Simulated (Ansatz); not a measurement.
## Geometry relaxation of C (part 3 of 3)

The same run, continued: C (4 atoms in the cell); DFT PBE+D3(BJ), scalar-relativistic, plane waves, PAW, no spin polarisation (Ansatz 0.2.0); cutoff 420 eV, 18×18×6 k-mesh, Gaussian smearing of 0.1 eV. The structure derives from a Materials Project entry.

Geometry of the input (Å; fractional positions):
```
1.2280  -2.1271  0.0000
1.2280  2.1271  0.0000
0.0000  0.0000  7.1733
C  0.0834  0.9166  0.7531
C  0.5834  0.4166  0.2469
C  0.9166  0.0834  0.2469
C  0.4166  0.5834  0.7531
```

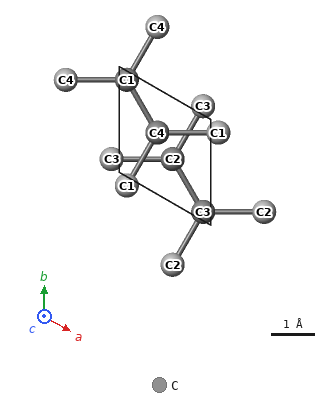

**Figure 1.** The geometry at step 6 of the log (ball-and-stick view of the cell of the calculation, along the c axis; neighbours outside the cell are drawn fainter; atoms are numbered from 1 in the order of the input).

## Log, continued
```
SCF iter   1: F=—  HF=-1004.334762 eV  |F-HF|=—  |Δ(HF+E_count)|=         —  Δρ=1.97e-4  dr2=1.88e-5  ethr=1.64e-7  ⟨swp⟩=2.3  Hψ=33238  notcnv=0
preconditioner: auto → none  [metal: Δε(μ)=0.109 eV  Ē_g=15.701 eV  σ=0.100 eV  W_gap=0.44  n_scr=4 (ndim 8)  ℏωp=24.8 eV  f_vac=0.007  D(μ)=0.06/eV (n_scr^D=0)]
SCF iter   2: F=—  HF=-1004.334776 eV  |F-HF|=—  |Δ(HF+E_count)|=   1.34e-5  Δρ=7.40e-5  dr2=2.25e-6  ethr=1.18e-7  ⟨swp⟩=2.8  Hψ=7248  notcnv=0
SCF iter   3: F=—  HF=-1004.334777 eV  |F-HF|=—  |Δ(HF+E_count)|=   7.57e-7  Δρ=1.85e-5  dr2=2.13e-7  ethr=1.41e-8  ⟨swp⟩=2.5  Hψ=7336  notcnv=0
SCF iter   4: F=—  HF=-1004.334777 eV  |F-HF|=—  |Δ(HF+E_count)|=   2.71e-8  Δρ=1.00e-5  dr2=2.69e-8  ethr=1.33e-9  ⟨swp⟩=2.1  Hψ=5973  notcnv=0
iter 5 did not close the SCF: its close was put off for the readings that it lacked (scf_convergence_deferred on its scf_iter line)
SCF iter   5: F=-1004.334777 eV  HF=-1004.334777 eV  |F-HF|=1.76e-10  |Δ(HF+E_count)|=   8.82e-9  Δρ=2.22e-6  dr2=1.34e-9  ethr=1.68e-10  ⟨swp⟩=2.4  Hψ=5781  notcnv=0
SCF iter   6: F=-1004.334777 eV  HF=-1004.334777 eV  |F-HF|=1.34e-11  |Δ(HF+E_count)|=  6.63e-10  Δρ=2.73e-7  dr2=1.73e-11  ethr=8.39e-12  ⟨swp⟩=5.3  Hψ=23069  notcnv=0
SCF 11 converged in 6 iterations: F = -1004.334777 eV  dr2 = 1.73e-11
relax step  11: F+E_penalty+E_count = -1004.33477665 eV  Δ(F+E_penalty+E_count) = -2.060e-4 eV  max|allowed force component| = 2.077e-5 eV/Å  Δτ_max = 0.0001 Å  P = -0.005 GPa  Ω = 35.775 Å³  energy of the carried Pulay correction = +1.945e-4 eV  (6 SCF iters, accepted)
iter 1 solved again at ethr=1.38e-7 eV; its pass at ethr=3.10e-3 eV (dr2=2.22e-5 eV) is discarded
SCF iter   1: F=—  HF=-1004.334576 eV  |F-HF|=—  |Δ(HF+E_count)|=         —  Δρ=9.69e-6  dr2=4.93e-9  ethr=1.38e-7  ⟨swp⟩=3.7  Hψ=36975  notcnv=0
eigensolver tolerance schedule: the retry pair's looser diagonalisation over-reported the residual by 4490.33 of it (diagonalisation noise at 0.25 of the residual, at the tolerance the schedule requests for it); recorded, not acted on — ethr = c·dr2/N_el stays at c = 1.0e-1
preconditioner: auto → none  [metal: Δε(μ)=0.108 eV  Ē_g=15.700 eV  σ=0.100 eV  W_gap=0.44  n_scr=4 (ndim 8)  ℏωp=24.8 eV  f_vac=0.007  D(μ)=0.06/eV (n_scr^D=0)]
SCF iter   2: F=—  HF=-1004.334597 eV  |F-HF|=—  |Δ(HF+E_count)|=   2.08e-5  Δρ=5.35e-6  dr2=1.26e-9  ethr=3.08e-11  ⟨swp⟩=3.0  Hψ=8925  notcnv=0
iter 3 did not close the SCF: its close was put off for the readings that it lacked (scf_convergence_deferred on its scf_iter line)
SCF iter   3: F=-1004.334597 eV  HF=-1004.334597 eV  |F-HF|=8.03e-11  |Δ(HF+E_count)|=   9.91e-9  Δρ=3.23e-7  dr2=2.93e-11  ethr=7.87e-12  ⟨swp⟩=2.0  Hψ=7197  notcnv=0
iter 4 did not close the SCF: its close was put off for the readings that it lacked (scf_convergence_deferred on its scf_iter line)
SCF iter   4: F=-1004.334597 eV  HF=-1004.334597 eV  |F-HF|=4.21e-12  |Δ(HF+E_count)|=  8.73e-11  Δρ=1.52e-7  dr2=2.49e-11  ethr=1.00e-12  ⟨swp⟩=2.7  Hψ=6110  notcnv=0
iter 5 did not close the SCF: its close was put off for the readings that it lacked (scf_convergence_deferred on its scf_iter line)
SCF iter   5: F=-1004.334597 eV  HF=-1004.334597 eV  |F-HF|=9.44e-12  |Δ(HF+E_count)|=  1.36e-12  Δρ=7.73e-8  dr2=1.00e-12  ethr=1.00e-12  ⟨swp⟩=1.0  Hψ=4368  notcnv=0
iter 6 did not close the SCF: its close was put off for the readings that it lacked (scf_convergence_deferred on its scf_iter line)
SCF iter   6: F=-1004.334597 eV  HF=-1004.334597 eV  |F-HF|=1.14e-13  |Δ(HF+E_count)|=  1.01e-11  Δρ=9.54e-9  dr2=1.10e-14  ethr=1.00e-12  ⟨swp⟩=1.0  Hψ=4368  notcnv=0
SCF iter   7: F=-1004.334597 eV  HF=-1004.334597 eV  |F-HF|=0.00e0  |Δ(HF+E_count)|=  3.41e-13  Δρ=2.31e-9  dr2=2.36e-15  ethr=1.00e-12  ⟨swp⟩=3.5  Hψ=15736  notcnv=0
SCF 12 converged in 7 iterations: F = -1004.334597 eV  dr2 = 2.36e-15
relax step  12: F+E_penalty+E_count = -1004.33459704 eV  Δ(F+E_penalty+E_count) = +1.796e-4 eV  max|allowed force component| = 2.397e-5 eV/Å  Δτ_max = 0.0000 Å  P = -0.007 GPa  Ω = 35.775 Å³  stress off target by 2.06e-2 GPa  SCF on the basis re-selected at this cell (its energy is not comparable with the rows above)  (7 SCF iters)
basis re-selected at this cell: Δ(F+E_penalty+E_count) = +1.796e-4 eV, ΔP = -0.002 GPa vs the last step (what re-selecting the basis moved, of the pressure what is left beyond the Pulay correction that the steps carried, after the strain that the cell walked since its last selection, with what the two solves' SCF thresholds leave and, on support functions, any second-order correction that the steps lacked; it is no measure of the basis error at this ecutwfc). This SCF's stress stands 2.06e-2 GPa from its target on what of the cell is left free (relax.cell.stress_tol is 5.00e-2 GPa) and its largest allowed force component is 2.40e-5 eV/Å (relax.f_tol is 5.00e-3 eV/Å): within both
SCF converged after 7 iterations
Free energy (F): -1004.334597 eV
Harris-Foulkes:  -1004.334597 eV  (|F-HF|=0.00e0)
Internal energy: -1004.334273 eV  (E = F + TS)
E sigma→0 (E₀):  -1004.334435 eV
Entropy (-TS):   -0.000324 eV (-0.081 meV/atom)
Fermi energy:    6.839174 eV
--- Per-component energies (eV) ---
  E_band       = -36.615566
  E_kinetic    = 363.780435
  E_local      = -625.030894  (includes V_loc(G=0)·N_el)
  E_nonlocal   = 109.225612
  E_hartree    = 190.224678
  E_xc         = -192.069395
  E_vxc        = -237.817652  (∫ρ·V_xc dr)
  E_paw        = -397.382966  (= ΣΔE_a)
  E_vpaw       = -27.222454  (= ΣTr[D̂ρ^β])
  E_aug_tail   = 0.000032  (compensation charges beyond the density's cutoff)
  E_ewald      = -452.466126
  E_disp       = -0.615649  (pairwise vdW)
  E_smearing   = -0.000324  (= −TS)
  E_closure    = 0.000000  (closes the sum)
  Σ components = -1004.334597   (vs F -1004.334597, Δ=0.00e0)
--- Forces (eV/Å), atoms counted from 1 ---
  atom   1  C      0.00000000     0.00002397     0.00001255
  atom   2  C      0.00000000     0.00002397    -0.00001255
  atom   3  C     -0.00000000    -0.00002397    -0.00001255
  atom   4  C     -0.00000000    -0.00002397     0.00001255
  max |Σ_I F_I| component: 0.00e0 eV/Å
--- Stress (GPa, compression-positive) ---
       -0.000849      -0.000000      -0.000000
       -0.000000      -0.000241      -0.000000
       -0.000000      -0.000000      -0.020553
  P = ⅓ Tr σ = -0.0072 GPa (-0.072 kbar)
--- Band table (eV; the first three rows and the last of 364) ---
  k-point 0: bands = ["-12.8018", "-12.5307", "-1.6249", "0.2138", "3.8064", "3.8238", "3.8349", "3.8383", "11.0210", "15.1564", "15.1888", "15.2216"]
  k-point 1: bands = ["-12.7846", "-12.5499", "-1.5206", "0.0636", "3.8086", "3.8245", "3.8341", "3.8361", "11.3455", "15.1633", "15.1912", "15.2194"]
  k-point 2: bands = ["-12.7370", "-12.6017", "-1.2252", "-0.3192", "3.8144", "3.8265", "3.8303", "3.8322", "12.2463", "15.0655", "15.1786", "15.1964"]
  k-point 363: bands = ["-7.4163", "-7.4163", "-6.3880", "-6.3880", "0.4280", "0.4280", "4.4793", "4.4794", "8.5059", "8.5060", "14.2328", "14.2328"]
--- Relaxed structure (9 steps of the walk, 7 accepted, 3 SCFs on fresh bases) ---
  F+E_penalty+E_count = -1004.33459704 eV   max|allowed force component| = 2.397e-5 eV/Å   (the final SCF, on the basis selected at the relaxed cell)
  cell:  # Å, volume = 35.7750 Å³
    - [1.2327689984105914, -2.134146118080721, -4.494553672116768e-34]
    - [1.2327689984105914, 2.134146118080721, 5.9108443276288924e-34]
    - [4.136415004201501e-34, 1.7545495222499932e-33, 6.798984001640894]
  atoms:
    - { symbol: C, position: [0.08331017960824127, 0.9166898203917587, 0.7499969860612345] }
    - { symbol: C, position: [0.5833101796082413, 0.4166898203917587, 0.25000301393876556] }
    - { symbol: C, position: [0.9166898203917587, 0.08331017960824127, 0.25000301393876556] }
    - { symbol: C, position: [0.4166898203917587, 0.5833101796082413, 0.7499969860612345] }
```

## Trajectory as extended XYZ (Å, eV, eV/Å), 12 frames, from step=1 to step=12
```
4
Lattice="1.2280 -2.1271 0.0000 1.2280 2.1271 0.0000 0.0000 0.0000 7.1733" Properties=species:S:1:pos:R:3:forces:R:3 step=1 energy=-1004.32142 pressure_GPa=2.65
C     1.2280    1.7724    5.4025    0.0000   0.0246  -0.0061
C     1.2280   -0.3547    1.7708    0.0000   0.0246   0.0061
C     1.2280   -1.7724    1.7708    0.0000  -0.0246   0.0061
C     1.2280    0.3547    5.4025    0.0000  -0.0246  -0.0061
4
Lattice="1.2315 -2.1324 0.0000 1.2315 2.1324 0.0000 0.0000 0.0000 6.9724" Properties=species:S:1:pos:R:3:forces:R:3 step=2 energy=-1004.33344 pressure_GPa=0.70
C     1.2315    1.7770    5.1924    0.0000   0.0129   0.0161
C     1.2315   -0.3555    1.7801    0.0000   0.0129  -0.0161
C     1.2315   -1.7770    1.7801    0.0000  -0.0129  -0.0161
C     1.2315    0.3555    5.1924    0.0000  -0.0129   0.0161
4
Lattice="1.2356 -2.1387 0.0000 1.2356 2.1387 0.0000 0.0000 0.0000 6.7300" Properties=species:S:1:pos:R:3:forces:R:3 step=3 energy=-1004.32810 pressure_GPa=-1.48 accepted=F
C     1.2356    1.7824    5.1244    0.0000  -0.0032  -0.0591
C     1.2356   -0.3563    1.6056    0.0000  -0.0032   0.0591
C     1.2356   -1.7824    1.6056    0.0000   0.0032   0.0591
C     1.2356    0.3563    5.1244    0.0000   0.0032  -0.0591
4
Lattice="1.2325 -2.1336 0.0000 1.2325 2.1336 0.0000 0.0000 0.0000 6.8588" Properties=species:S:1:pos:R:3:forces:R:3 step=4 energy=-1004.33781 pressure_GPa=0.27
C     1.2325    1.7782    5.1382    0.0000  -0.0045   0.0032
C     1.2325   -0.3555    1.7206    0.0000  -0.0045  -0.0032
C     1.2325   -1.7782    1.7206    0.0000   0.0045  -0.0032
C     1.2325    0.3555    5.1382    0.0000   0.0045   0.0032
4
Lattice="1.2325 -2.1363 0.0000 1.2325 2.1363 0.0000 0.0000 0.0000 6.8597" Properties=species:S:1:pos:R:3:forces:R:3 step=5 energy=-1004.33760 pressure_GPa=-0.25 accepted=F
C     1.2325    1.7798    5.1434    0.0000   0.0398   0.0008
C     1.2325   -0.3565    1.7164    0.0000   0.0398  -0.0008
C     1.2325   -1.7798    1.7164    0.0000  -0.0398  -0.0008
C     1.2325    0.3565    5.1434    0.0000  -0.0398   0.0008
4
Lattice="1.2328 -2.1344 0.0000 1.2328 2.1344 0.0000 0.0000 0.0000 6.8551" Properties=species:S:1:pos:R:3:forces:R:3 step=6 energy=-1004.33787 pressure_GPa=0.03
C     1.2328    1.7787    5.1377    0.0000   0.0038   0.0020
C     1.2328   -0.3557    1.7174    0.0000   0.0038  -0.0020
C     1.2328   -1.7787    1.7174    0.0000  -0.0038  -0.0020
C     1.2328    0.3557    5.1377    0.0000  -0.0038   0.0020
4
Lattice="1.2329 -2.1344 0.0000 1.2329 2.1344 0.0000 0.0000 0.0000 6.8531" Properties=species:S:1:pos:R:3:forces:R:3 step=7 energy=-1004.33791 pressure_GPa=-0.00
C     1.2329    1.7788    5.1392    0.0000   0.0000   0.0003
C     1.2329   -0.3556    1.7139    0.0000   0.0000  -0.0003
C     1.2329   -1.7788    1.7139    0.0000   0.0000  -0.0003
C     1.2329    0.3556    5.1392    0.0000   0.0000   0.0003
4
Lattice="1.2329 -2.1344 0.0000 1.2329 2.1344 0.0000 0.0000 0.0000 6.8531" Properties=species:S:1:pos:R:3:forces:R:3 step=8 energy=-1004.33434 pressure_GPa=-0.16
C     1.2329    1.7788    5.1392    0.0000   0.0000   0.0003
C     1.2329   -0.3556    1.7139    0.0000   0.0000  -0.0003
C     1.2329   -1.7788    1.7139    0.0000   0.0000  -0.0003
C     1.2329    0.3556    5.1392    0.0000   0.0000   0.0003
4
Lattice="1.2328 -2.1342 0.0000 1.2328 2.1342 0.0000 0.0000 0.0000 6.8086" Properties=species:S:1:pos:R:3:forces:R:3 step=9 energy=-1004.33543 pressure_GPa=-0.01
C     1.2328    1.7786    5.1064    0.0000   0.0000   0.0001
C     1.2328   -0.3556    1.7022    0.0000   0.0000  -0.0001
C     1.2328   -1.7786    1.7022    0.0000   0.0000  -0.0001
C     1.2328    0.3556    5.1064    0.0000   0.0000   0.0001
4
Lattice="1.2328 -2.1342 0.0000 1.2328 2.1342 0.0000 0.0000 0.0000 6.8086" Properties=species:S:1:pos:R:3:forces:R:3 step=10 energy=-1004.33457 pressure_GPa=-0.03
C     1.2328    1.7786    5.1064    0.0000   0.0001   0.0001
C     1.2328   -0.3556    1.7022    0.0000   0.0001  -0.0001
C     1.2328   -1.7786    1.7022    0.0000  -0.0001  -0.0001
C     1.2328    0.3556    5.1064    0.0000  -0.0001   0.0001
4
Lattice="1.2328 -2.1341 0.0000 1.2328 2.1341 0.0000 0.0000 0.0000 6.7990" Properties=species:S:1:pos:R:3:forces:R:3 step=11 energy=-1004.33478 pressure_GPa=-0.01
C     1.2328    1.7786    5.0992    0.0000   0.0000   0.0000
C     1.2328   -0.3556    1.6998    0.0000   0.0000   0.0000
C     1.2328   -1.7786    1.6998    0.0000   0.0000   0.0000
C     1.2328    0.3556    5.0992    0.0000   0.0000   0.0000
4
Lattice="1.2328 -2.1341 0.0000 1.2328 2.1341 0.0000 0.0000 0.0000 6.7990" Properties=species:S:1:pos:R:3:forces:R:3 step=12 energy=-1004.33460 pressure_GPa=-0.01
C     1.2328    1.7786    5.0992    0.0000   0.0000   0.0000
C     1.2328   -0.3556    1.6998    0.0000   0.0000   0.0000
C     1.2328   -1.7786    1.6998    0.0000   0.0000   0.0000
C     1.2328    0.3556    5.0992    0.0000   0.0000   0.0000
```

## Summary

| quantity | value |
| --- | --- |
| outcome | converged |
| space group (tolerance 0.01 Å) | Cmme (67) → Fmmm (69) |
| electrons treated | 16 |
| free energy | −1004.3346 eV |
| Fermi energy | 6.839 eV |
| gap on the k-point mesh | none (metallic) |
| pressure | −0.01 GPa |
| final volume | 35.78 Å³ |
| largest force (length of the vector) at the end | under 0.001 eV/Å |
| final cell | a = 2.465 Å, b = 2.465 Å, c = 6.799 Å, α = 90.00°, β = 90.00°, γ = 119.98° |
| hardware | 1 thread of Intel Xeon (Sapphire Rapids), 32 GiB of memory available, shared host |
| wall time | 86 s |
| peak memory | 0.51 GiB |
